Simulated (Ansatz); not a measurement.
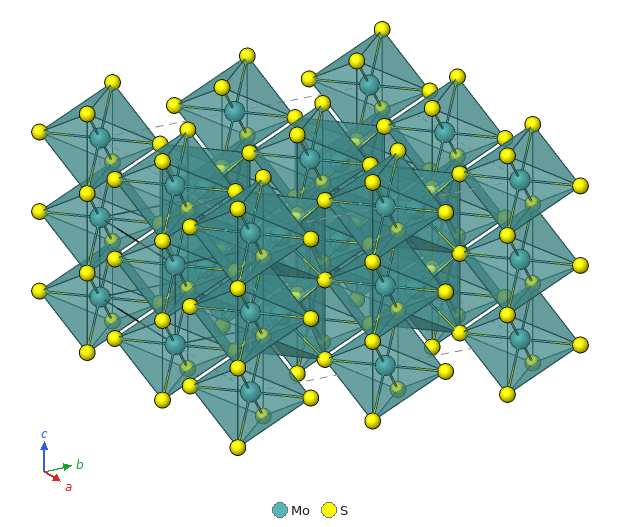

Polyhedra are drawn about Mo (bonds: Mo–S below 2.7 Å); other atoms are plain spheres.

MoS2 (space group P4_2/mnm, No. 136). Coordinates: coordinates from a relaxation with DFT, PBE, PAW with Ansatz's default frozen-core files, scalar-relativistic in Ansatz; the starting structure was generated, so it need not be a known form of this composition.

Question: What figure surrounds each Mo atom, and what does it share with the other drawn polyhedra?

Answer: Mo: MoS6 octahedron, sharing corners with eight neighbours and edges with two neighbours.

Question: How do these polyhedra hang together as a whole?

Answer: They form a three-dimensional framework of corner- and edge-sharing octahedra.
